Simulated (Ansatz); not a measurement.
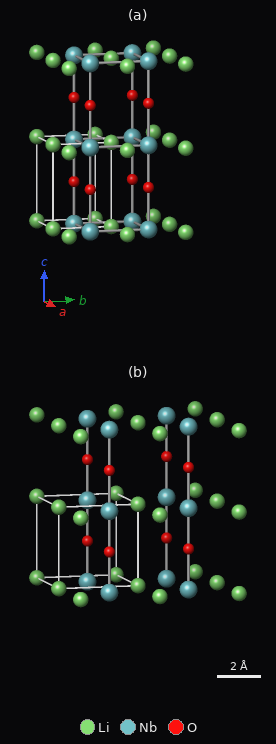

The structure of a crystal of LiNbO (a generated structure, set up in P4/mmm) (coarse preliminary run) before (top) and after (bottom) a relaxation, at one scale.

Style: ball-and-stick. Shown: the cell of the calculation, repeated 2 × 2 × 2 with one cell outlined, slightly off an axis.

Level of theory: DFT PBE, scalar-relativistic, plane waves, PAW in Ansatz 0.2.0.

Input
```yaml
crystal:
  lattice:
    - [2.85006055, 0.0, 0.0]
    - [0.0, 2.85006055, 0.0]
    - [0.0, 0.0, 4.00347872]
  atoms:
    - { symbol: Li, position: [0.0, 0.0, 0.0] }
    - { symbol: Nb, position: [0.5, 0.5, 0.0] }
    - { symbol: O, position: [0.5, 0.5, 0.5] }
basis:
  ecutwfc: 420
kpoints:
  mp_grid: { grid: [6, 6, 4] }
hamiltonian:
  xc: pbe
scf:
  occupations: { method: gaussian, width: 0.1 }
  lower_state_search: "off"
output:
  forces: true
  stress: true
  eigenvalues: true
relax:
  adjacent_minimum: "off"
  f_tol: 0.04
  max_steps: 70
  cell: { stress_tol: 0.4 }
```

Launched with:
```bash
ansatz run input.yaml --threads 1 --pin off --max-ram 2560MiB --backend cpu --events-out ev --progress --plain --runs-dir out
```

Q: Describe what moved and what it gained.

A: The energy falls by 1388 meV per atom in 10 accepted moves (13 points after the start). All forces vanish by symmetry, so only the cell relaxes. Pressure: 48.77 GPa at the start and 0.22 GPa at the end. At 3 points the geometry stayed and the basis and grid were re-selected for the new cell (energy shift of 138 meV per atom at most each time). The atoms keep their places relative to the cell (all moves are under 0.005 Å). The volume changes by +78.7 %, with a = b 2.850 → 3.872 Å (+35.9 %), c 4.003 → 3.875 Å (−3.2 %). Near-neighbour distances that change, for instance: Nb2–Nb2 2.850 → 3.872 Å, Li1–Nb2 2.015 → 2.738 Å, Nb2–O3 2.002 → 1.938 Å. The space group stays P4/mmm (No. 123).

Limits of the set-up: the k-point mesh is coarse for a cell with partly filled bands; layers or molecules are held without a dispersion correction, so their spacing is unreliable.
